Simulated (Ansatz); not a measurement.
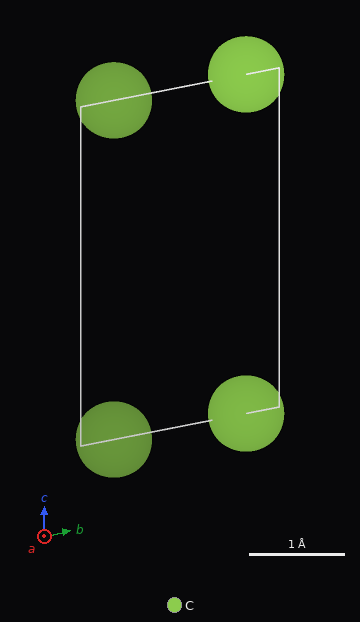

Fig. 1: The starting structure (ball-and-stick view of the reduced cell, along the a axis). Near neighbours in the crystal (not all of them lie inside the picture): C has 3 C at 1.42 Å.

# Run report: C, geometry relaxation (part 1 of 2)

- system: C (2 atoms in the cell)
- method: DFT PBE+D3(BJ), scalar-relativistic, plane waves, PAW, no spin polarisation (Ansatz 0.2.0)

The structure derives from a Materials Project entry.

**Log**
```
Engine: ansatz 0.2.0, x86_64-unknown-linux-gnu
Pseudopotentials: kind: paw
Pseudopotential: C, paw, valence charge 4, recommended cutoff 420 eV (normal), C.paw.azcp
Functional definition: PBE
  parameter kappa = 0.804
  parameter beta = 0.06672455060314922
  exchange = pbe_x(kappa = kappa, mu = beta*pi^2/3)
  correlation = pbe_c(beta = beta)
Crystal: 2 atoms, lattice volume = 18.305 Å³
Basis set: ecut = 420 eV, 359 PW (Γ), exchange–correlation on 36×36×54 points (8 copies of the dense FFT grid, shifted against one another)
Bands: 8, of which v1, the nominal top of the filled ones, is band 4 counted from 1 (3 counted from 0)
Symmetry: 4 space group operations
Space group: C2/m (ITA 12), of the structure as read, at distance tolerance 2.6e-5 Å
k-points: 429 of 1568
Non-local potential: C, projectors of the file, l = 0: 2, l = 1: 2, l = 2: 1
PAW form: soft (Blöchl's): semilocal exchange-correlation on the pseudo side does not see the compensation charge
PAW one-centre angular grid: C, 110 points (default); XC on 64 Gauss nodes
Initial density: superposition of atomic densities (neutral atoms: chi_scale 0, normalization atom), corrected by the library's trained network
Initial wavefunctions: pseudopotential atomic-orbital guess
Functional: x = pbe(κ = 0.804, μ = 0.2195149727645171), c = pbe(β = 0.06672455060314922)
SCF iter   1: F=—  HF=-502.166415 eV  |F-HF|=—  |Δ(HF+E_count)|=         —  Δρ=2.58e-3  dr2=1.35e-3  ethr=1.77e-3  ⟨swp⟩=4.9  Hψ=23252  notcnv=0
preconditioner: auto → none  [insulator: Δε(μ)=0.792 eV  Ē_g=18.406 eV  σ=0.020 eV  W_gap=1.00  n_scr=2 (ndim 8)  ℏωp=24.5 eV  f_vac=0.025  D(μ)=0.00/eV (n_scr^D=0)  ε∞_Penn≈2.8]
SCF iter   2: F=—  HF=-502.166587 eV  |F-HF|=—  |Δ(HF+E_count)|=   1.72e-4  Δρ=1.11e-3  dr2=1.51e-4  ethr=1.69e-5  ⟨swp⟩=2.7  Hψ=9729  notcnv=0
SCF iter   3: F=—  HF=-502.166676 eV  |F-HF|=—  |Δ(HF+E_count)|=   8.91e-5  Δρ=2.38e-4  dr2=2.74e-6  ethr=1.89e-6  ⟨swp⟩=2.1  Hψ=6205  notcnv=0
SCF iter   4: F=—  HF=-502.166677 eV  |F-HF|=—  |Δ(HF+E_count)|=   1.50e-6  Δρ=5.14e-5  dr2=2.46e-7  ethr=3.43e-8  ⟨swp⟩=2.0  Hψ=5039  notcnv=0
iter 5 did not close the SCF: its close was put off for the readings that it lacked (scf_convergence_deferred on its scf_iter line)
SCF iter   5: F=-502.166678 eV  HF=-502.166678 eV  |F-HF|=2.10e-9  |Δ(HF+E_count)|=   2.84e-7  Δρ=5.12e-6  dr2=1.94e-9  ethr=3.08e-9  ⟨swp⟩=2.3  Hψ=4992  notcnv=0
SCF iter   6: F=-502.166678 eV  HF=-502.166678 eV  |F-HF|=1.33e-11  |Δ(HF+E_count)|=   2.37e-9  Δρ=5.56e-7  dr2=3.70e-11  ethr=2.42e-11  ⟨swp⟩=1.8  Hψ=10952  notcnv=0
SCF 1 converged in 6 iterations: F = -502.166678 eV  dr2 = 3.70e-11
  greatest PAW one-centre occupation: 0.675 electrons in one spin orbital (limit 2), on the C atom at site 1 (counted from 0), in its partial waves of l = 0
relax step   1: F+E_penalty+E_count = -502.16667763 eV  Δ(F+E_penalty+E_count) = +0.000e0 eV  max|allowed force component| = 4.545e-3 eV/Å  Δτ_max = 0.0000 Å  P = +2.657 GPa  Ω = 18.305 Å³  (6 SCF iters, dr2 threshold 1.00e-7 eV, accepted)
Crystal: 2 atoms, lattice volume = 18.096 Å³
Initial density: handed on by an earlier stage of this run
Initial wavefunctions: those handed on with the density
iter 1 solved again at ethr=3.18e-6 eV; its pass at ethr=3.10e-3 eV (dr2=2.54e-4 eV) is discarded
SCF iter   1: F=—  HF=-502.170514 eV  |F-HF|=—  |Δ(HF+E_count)|=         —  Δρ=1.59e-3  dr2=2.76e-4  ethr=3.18e-6  ⟨swp⟩=2.2  Hψ=34092  notcnv=0
preconditioner: auto → none  [insulator: Δε(μ)=0.734 eV  Ē_g=18.360 eV  σ=0.020 eV  W_gap=1.00  n_scr=2 (ndim 8)  ℏωp=24.7 eV  f_vac=0.005  D(μ)=0.00/eV (n_scr^D=0)  ε∞_Penn≈2.8]
SCF iter   2: F=—  HF=-502.170553 eV  |F-HF|=—  |Δ(HF+E_count)|=   3.90e-5  Δρ=8.16e-4  dr2=6.93e-5  ethr=3.18e-6  ⟨swp⟩=1.0  Hψ=3435  notcnv=0
SCF iter   3: F=—  HF=-502.170570 eV  |F-HF|=—  |Δ(HF+E_count)|=   1.72e-5  Δρ=3.58e-5  dr2=1.15e-7  ethr=8.66e-7  ⟨swp⟩=3.0  Hψ=5240  notcnv=0
iter 4 did not close the SCF: its close was put off for the readings that it lacked (scf_convergence_deferred on its scf_iter line)
SCF iter   4: F=-502.170570 eV  HF=-502.170570 eV  |F-HF|=4.40e-10  |Δ(HF+E_count)|=   1.32e-7  Δρ=4.01e-6  dr2=1.10e-9  ethr=1.44e-9  ⟨swp⟩=2.6  Hψ=4927  notcnv=0
iter 5 did not close the SCF: its close was put off for the readings that it lacked (scf_convergence_deferred on its scf_iter line)
SCF iter   5: F=-502.170570 eV  HF=-502.170570 eV  |F-HF|=5.57e-11  |Δ(HF+E_count)|=  8.15e-10  Δρ=4.63e-7  dr2=1.72e-11  ethr=1.37e-11  ⟨swp⟩=2.5  Hψ=5085  notcnv=0
SCF iter   6: F=-502.170570 eV  HF=-502.170570 eV  |F-HF|=5.68e-13  |Δ(HF+E_count)|=  6.12e-11  Δρ=5.27e-8  dr2=2.63e-13  ethr=1.00e-12  ⟨swp⟩=1.0  Hψ=9249  notcnv=0
SCF 2 converged in 6 iterations: F = -502.170570 eV  dr2 = 2.63e-13
  greatest PAW one-centre occupation: 0.673 electrons in one spin orbital (limit 2), on the C atom at site 1 (counted from 0), in its partial waves of l = 0
relax step   2: F+E_penalty+E_count = -502.17057036 eV  Δ(F+E_penalty+E_count) = -3.893e-3 eV  max|allowed force component| = 2.935e-3 eV/Å  Δτ_max = 0.0001 Å  P = +0.688 GPa  Ω = 18.096 Å³  energy of the carried Pulay correction = +8.716e-4 eV  (6 SCF iters, dr2 threshold 2.00e-7 eV, accepted)
Crystal: 2 atoms, lattice volume = 17.895 Å³
Basis set: ecut = 420 eV, 347 PW (Γ), exchange–correlation on 36×36×54 points (8 copies of the dense FFT grid, shifted against one another)
iter 1 solved again at ethr=4.14e-6 eV; its pass at ethr=3.10e-3 eV (dr2=3.31e-4 eV) is discarded
SCF iter   1: F=—  HF=-502.171924 eV  |F-HF|=—  |Δ(HF+E_count)|=         —  Δρ=1.38e-3  dr2=3.52e-4  ethr=4.14e-6  ⟨swp⟩=2.1  Hψ=33449  notcnv=0
preconditioner: auto → none  [insulator: Δε(μ)=0.690 eV  Ē_g=18.372 eV  σ=0.020 eV  W_gap=1.00  n_scr=2 (ndim 8)  ℏωp=24.8 eV  f_vac=0.001  D(μ)=0.00/eV (n_scr^D=0)  ε∞_Penn≈2.8]
SCF iter   2: F=—  HF=-502.171876 eV  |F-HF|=—  |Δ(HF+E_count)|=   4.84e-5  Δρ=6.72e-4  dr2=7.53e-5  ethr=4.14e-6  ⟨swp⟩=1.7  Hψ=4108  notcnv=0
SCF iter   3: F=—  HF=-502.171872 eV  |F-HF|=—  |Δ(HF+E_count)|=   3.46e-6  Δρ=6.34e-5  dr2=3.49e-7  ethr=9.41e-7  ⟨swp⟩=2.9  Hψ=5256  notcnv=0
iter 4 did not close the SCF: its close was put off for the readings that it lacked (scf_convergence_deferred on its scf_iter line)
SCF iter   4: F=-502.171873 eV  HF=-502.171873 eV  |F-HF|=1.12e-9  |Δ(HF+E_count)|=   3.50e-7  Δρ=3.82e-6  dr2=8.43e-10  ethr=4.37e-9  ⟨swp⟩=2.5  Hψ=4656  notcnv=0
iter 5 did not close the SCF: its close was put off for the readings that it lacked (scf_convergence_deferred on its scf_iter line)
SCF iter   5: F=-502.171873 eV  HF=-502.171873 eV  |F-HF|=6.63e-11  |Δ(HF+E_count)|=   1.46e-9  Δρ=5.17e-7  dr2=2.11e-11  ethr=1.05e-11  ⟨swp⟩=2.2  Hψ=5168  notcnv=0
SCF iter   6: F=-502.171873 eV  HF=-502.171873 eV  |F-HF|=1.14e-13  |Δ(HF+E_count)|=  7.46e-11  Δρ=5.60e-8  dr2=3.01e-13  ethr=1.00e-12  ⟨swp⟩=1.0  Hψ=9257  notcnv=0
SCF 3 converged in 6 iterations: F = -502.171873 eV  dr2 = 3.01e-13
relax step   3: F+E_penalty+E_count = -502.17187268 eV  Δ(F+E_penalty+E_count) = -1.302e-3 eV  max|allowed force component| = 7.037e-4 eV/Å  Δτ_max = 0.0002 Å  P = -0.121 GPa  Ω = 17.895 Å³  energy of the carried Pulay correction = +1.677e-3 eV  (6 SCF iters, dr2 threshold 2.00e-7 eV, accepted)
Crystal: 2 atoms, lattice volume = 17.894 Å³
iter 1 solved again at ethr=7.51e-9 eV; its pass at ethr=3.10e-3 eV (dr2=6.01e-7 eV) is discarded
SCF iter   1: F=—  HF=-502.171884 eV  |F-HF|=—  |Δ(HF+E_count)|=         —  Δρ=8.56e-5  dr2=7.06e-7  ethr=7.51e-9  ⟨swp⟩=2.3  Hψ=31882  notcnv=0
preconditioner: auto → none  [insulator: Δε(μ)=0.692 eV  Ē_g=18.369 eV  σ=0.020 eV  W_gap=1.00  n_scr=2 (ndim 8)  ℏωp=24.8 eV  f_vac=0.003  D(μ)=0.00/eV (n_scr^D=0)  ε∞_Penn≈2.8]
SCF iter   2: F=—  HF=-502.171880 eV  |F-HF|=—  |Δ(HF+E_count)|=   3.88e-6  Δρ=4.00e-5  dr2=1.27e-7  ethr=7.51e-9  ⟨swp⟩=2.1  Hψ=4574  notcnv=0
iter 3 did not close the SCF: its close was put off for the readings that it lacked (scf_convergence_deferred on its scf_iter line)
SCF iter   3: F=-502.171880 eV  HF=-502.171880 eV  |F-HF|=5.57e-10  |Δ(HF+E_count)|=   1.07e-9  Δρ=3.70e-6  dr2=6.09e-10  ethr=1.58e-9  ⟨swp⟩=2.2  Hψ=5032  notcnv=0
iter 4 did not close the SCF: its close was put off for the readings that it lacked (scf_convergence_deferred on its scf_iter line)
SCF iter   4: F=-502.171880 eV  HF=-502.171880 eV  |F-HF|=8.53e-13  |Δ(HF+E_count)|=  5.34e-10  Δρ=2.35e-7  dr2=3.55e-12  ethr=7.62e-12  ⟨swp⟩=2.7  Hψ=5021  notcnv=0
iter 5 did not close the SCF: its close was put off for the readings that it lacked (scf_convergence_deferred on its scf_iter line)
SCF iter   5: F=-502.171880 eV  HF=-502.171880 eV  |F-HF|=5.68e-14  |Δ(HF+E_count)|=  1.76e-12  Δρ=2.10e-8  dr2=2.69e-14  ethr=1.00e-12  ⟨swp⟩=1.0  Hψ=3463  notcnv=0
iter 6 did not close the SCF: its close was put off for the readings that it lacked (scf_convergence_deferred on its scf_iter line)
SCF iter   6: F=-502.171880 eV  HF=-502.171880 eV  |F-HF|=5.68e-14  |Δ(HF+E_count)|=  1.14e-13  Δρ=2.92e-9  dr2=1.18e-15  ethr=1.00e-12  ⟨swp⟩=1.0  Hψ=3432  notcnv=0
SCF iter   7: F=-502.171880 eV  HF=-502.171880 eV  |F-HF|=2.27e-13  |Δ(HF+E_count)|=  1.14e-13  Δρ=7.92e-10  dr2=6.18e-17  ethr=1.00e-12  ⟨swp⟩=1.0  Hψ=8580  notcnv=0
SCF 4 converged in 7 iterations: F = -502.171880 eV  dr2 = 6.18e-17
relax step   4: F+E_penalty+E_count = -502.17188037 eV  Δ(F+E_penalty+E_count) = -7.684e-6 eV  max|allowed force component| = 2.506e-4 eV/Å  Δτ_max = 0.0000 Å  P = -0.026 GPa  Ω = 17.894 Å³  energy of the carried Pulay correction = +1.680e-3 eV  (7 SCF iters, dr2 threshold 8.89e-8 eV, accepted)
Crystal: 2 atoms, lattice volume = 17.891 Å³
iter 1 solved again at ethr=2.18e-8 eV; its pass at ethr=3.10e-3 eV (dr2=1.74e-6 eV) is discarded
SCF iter   1: F=—  HF=-502.171899 eV  |F-HF|=—  |Δ(HF+E_count)|=         —  Δρ=1.98e-4  dr2=1.89e-6  ethr=2.18e-8  ⟨swp⟩=2.9  Hψ=32551  notcnv=0
preconditioner: auto → none  [insulator: Δε(μ)=0.699 eV  Ē_g=18.370 eV  σ=0.020 eV  W_gap=1.00  n_scr=2 (ndim 8)  ℏωp=24.8 eV  f_vac=0.003  D(μ)=0.00/eV (n_scr^D=0)  ε∞_Penn≈2.8]
SCF iter   2: F=—  HF=-502.171896 eV  |F-HF|=—  |Δ(HF+E_count)|=   3.16e-6  Δρ=1.02e-4  dr2=4.83e-7  ethr=2.18e-8  ⟨swp⟩=1.0  Hψ=3449  notcnv=0
iter 3 did not close the SCF: its close was put off for the readings that it lacked (scf_convergence_deferred on its scf_iter line)
SCF iter   3: F=-502.171896 eV  HF=-502.171896 eV  |F-HF|=1.39e-10  |Δ(HF+E_count)|=   2.50e-7  Δρ=1.46e-6  dr2=1.50e-10  ethr=6.03e-9  ⟨swp⟩=1.5  Hψ=3890  notcnv=0
iter 4 did not close the SCF: its close was put off for the readings that it lacked (scf_convergence_deferred on its scf_iter line)
SCF iter   4: F=-502.171896 eV  HF=-502.171896 eV  |F-HF|=1.65e-12  |Δ(HF+E_count)|=  7.29e-10  Δρ=3.51e-7  dr2=1.01e-11  ethr=1.87e-12  ⟨swp⟩=2.9  Hψ=5756  notcnv=0
iter 5 did not close the SCF: its close was put off for the readings that it lacked (scf_convergence_deferred on its scf_iter line)
SCF iter   5: F=-502.171896 eV  HF=-502.171896 eV  |F-HF|=0.00e0  |Δ(HF+E_count)|=  2.56e-12  Δρ=4.46e-8  dr2=1.48e-13  ethr=1.00e-12  ⟨swp⟩=1.0  Hψ=3432  notcnv=0
SCF iter   6: F=-502.171896 eV  HF=-502.171896 eV  |F-HF|=1.14e-13  |Δ(HF+E_count)|=  3.41e-13  Δρ=1.32e-8  dr2=1.63e-14  ethr=1.00e-12  ⟨swp⟩=1.2  Hψ=8685  notcnv=0
SCF 5 converged in 6 iterations: F = -502.171896 eV  dr2 = 1.63e-14
relax step   5: F+E_penalty+E_count = -502.17189596 eV  Δ(F+E_penalty+E_count) = -1.560e-5 eV  max|allowed force component| = 5.599e-5 eV/Å  Δτ_max = 0.0000 Å  P = -0.001 GPa  Ω = 17.891 Å³  energy of the carried Pulay correction = +1.690e-3 eV  (6 SCF iters, dr2 threshold 6.34e-9 eV, accepted)
Basis set: ecut = 420 eV, 347 PW (Γ), exchange–correlation on 36×36×50 points (8 copies of the dense FFT grid, shifted against one another)
Initial wavefunctions: pseudopotential atomic-orbital guess (no wavefunctions were taken with the density)
iter 1 solved again at ethr=1.92e-7 eV; its pass at ethr=3.10e-3 eV (dr2=1.53e-5 eV) is discarded
SCF iter   1: F=—  HF=-502.170635 eV  |F-HF|=—  |Δ(HF+E_count)|=         —  Δρ=1.74e-4  dr2=7.01e-7  ethr=1.92e-7  ⟨swp⟩=2.4  Hψ=32261  notcnv=0
SCF iter   2: F=—  HF=-502.170638 eV  |F-HF|=—  |Δ(HF+E_count)|=   3.07e-6  Δρ=8.79e-5  dr2=1.68e-7  ethr=8.76e-9  ⟨swp⟩=2.6  Hψ=4950  notcnv=0
SCF iter   3: F=—  HF=-502.170639 eV  |F-HF|=—  |Δ(HF+E_count)|=   1.07e-6  Δρ=3.98e-6  dr2=9.56e-10  ethr=2.10e-9  ⟨swp⟩=2.1  Hψ=5091  notcnv=0
SCF iter   4: F=—  HF=-502.170639 eV  |F-HF|=—  |Δ(HF+E_count)|=   1.88e-9  Δρ=7.04e-7  dr2=1.07e-10  ethr=1.20e-11  ⟨swp⟩=2.0  Hψ=5158  notcnv=0
iter 5 did not close the SCF: its close was put off for the readings that it lacked (scf_convergence_deferred on its scf_iter line)
SCF iter   5: F=-502.170639 eV  HF=-502.170639 eV  |F-HF|=3.07e-12  |Δ(HF+E_count)|=  4.11e-11  Δρ=1.45e-7  dr2=5.82e-12  ethr=1.34e-12  ⟨swp⟩=2.6  Hψ=4950  notcnv=0
SCF iter   6: F=-502.170639 eV  HF=-502.170639 eV  |F-HF|=1.71e-13  |Δ(HF+E_count)|=  1.76e-12  Δρ=7.60e-9  dr2=1.21e-14  ethr=1.00e-12  ⟨swp⟩=4.5  Hψ=13543  notcnv=0
SCF 6 converged in 6 iterations: F = -502.170639 eV  dr2 = 1.21e-14
relax step   6: F+E_penalty+E_count = -502.17063896 eV  Δ(F+E_penalty+E_count) = +1.257e-3 eV  max|allowed force component| = 7.377e-5 eV/Å  Δτ_max = 0.0000 Å  P = -0.107 GPa  Ω = 17.891 Å³  stress off target by 2.54e-1 GPa  SCF on the basis re-selected at this cell (its energy is not comparable with the rows above)  (6 SCF iters)
basis re-selected at this cell: Δ(F+E_penalty+E_count) = +1.257e-3 eV, ΔP = -0.107 GPa vs the last step (what re-selecting the basis moved, of the pressure what is left beyond the Pulay correction that the steps carried, after the strain that the cell walked since its last selection, with what the two solves' SCF thresholds leave and, on support functions, any second-order correction that the steps lacked; it is no measure of the basis error at this ecutwfc). The dense FFT grid was sized anew with the basis: this SCF ran on 18×18×25 points, the steps before it on 18×18×27, so part of this shift can come from that change (see relax.cell in the input reference). This SCF's stress stands 2.54e-1 GPa from its target on what of the cell is left free (relax.cell.stress_tol is 5.00e-2 GPa) and its largest allowed force component is 7.38e-5 eV/Å (relax.f_tol is 5.00e-3 eV/Å): not within both, so this SCF does not close the relaxation
Crystal: 2 atoms, lattice volume = 17.787 Å³
Basis set: ecut = 420 eV, 345 PW (Γ), exchange–correlation on 36×36×50 points (8 copies of the dense FFT grid, shifted against one another)
iter 1 solved again at ethr=2.22e-6 eV; its pass at ethr=3.10e-3 eV (dr2=1.78e-4 eV) is discarded
SCF iter   1: F=—  HF=-502.171173 eV  |F-HF|=—  |Δ(HF+E_count)|=         —  Δρ=7.97e-4  dr2=1.45e-4  ethr=2.22e-6  ⟨swp⟩=2.0  Hψ=32695  notcnv=0
preconditioner: auto → none  [insulator: Δε(μ)=0.688 eV  Ē_g=18.393 eV  σ=0.020 eV  W_gap=1.00  n_scr=2 (ndim 8)  ℏωp=24.9 eV  f_vac=0.001  D(μ)=0.00/eV (n_scr^D=0)  ε∞_Penn≈2.8]
SCF iter   2: F=—  HF=-502.171132 eV  |F-HF|=—  |Δ(HF+E_count)|=   4.11e-5  Δρ=3.53e-4  dr2=2.77e-5  ethr=1.82e-6  ⟨swp⟩=2.0  Hψ=4716  notcnv=0
iter 3 did not close the SCF: its close was put off for the readings that it lacked (scf_convergence_deferred on its scf_iter line)
SCF iter   3: F=-502.171127 eV  HF=-502.171127 eV  |F-HF|=1.45e-7  |Δ(HF+E_count)|=   5.35e-6  Δρ=4.15e-5  dr2=1.53e-7  ethr=3.46e-7  ⟨swp⟩=2.9  Hψ=5169  notcnv=0
iter 4 did not close the SCF: its close was put off for the readings that it lacked (scf_convergence_deferred on its scf_iter line)
SCF iter   4: F=-502.171127 eV  HF=-502.171127 eV  |F-HF|=3.21e-10  |Δ(HF+E_count)|=   1.50e-7  Δρ=1.93e-6  dr2=3.27e-10  ethr=1.91e-9  ⟨swp⟩=2.8  Hψ=4892  notcnv=0
iter 5 did not close the SCF: its close was put off for the readings that it lacked (scf_convergence_deferred on its scf_iter line)
SCF iter   5: F=-502.171127 eV  HF=-502.171127 eV  |F-HF|=2.34e-11  |Δ(HF+E_count)|=  5.13e-10  Δρ=3.62e-7  dr2=8.06e-12  ethr=4.09e-12  ⟨swp⟩=2.2  Hψ=5202  notcnv=0
SCF iter   6: F=-502.171127 eV  HF=-502.171127 eV  |F-HF|=3.41e-13  |Δ(HF+E_count)|=  2.59e-11  Δρ=2.31e-8  dr2=5.49e-14  ethr=1.00e-12  ⟨swp⟩=1.0  Hψ=8841  notcnv=0
SCF 7 converged in 6 iterations: F = -502.171127 eV  dr2 = 5.49e-14
relax step   7: F+E_penalty+E_count = -502.17112714 eV  Δ(F+E_penalty+E_count) = -4.882e-4 eV  max|allowed force component| = 1.697e-4 eV/Å  Δτ_max = 0.0000 Å  P = -0.015 GPa  Ω = 17.787 Å³  energy of the carried Pulay correction = +3.970e-4 eV  (6 SCF iters, dr2 threshold 1.61e-7 eV, accepted)
iter 1 solved again at ethr=1.69e-7 eV; its pass at ethr=3.10e-3 eV (dr2=1.35e-5 eV) is discarded
```
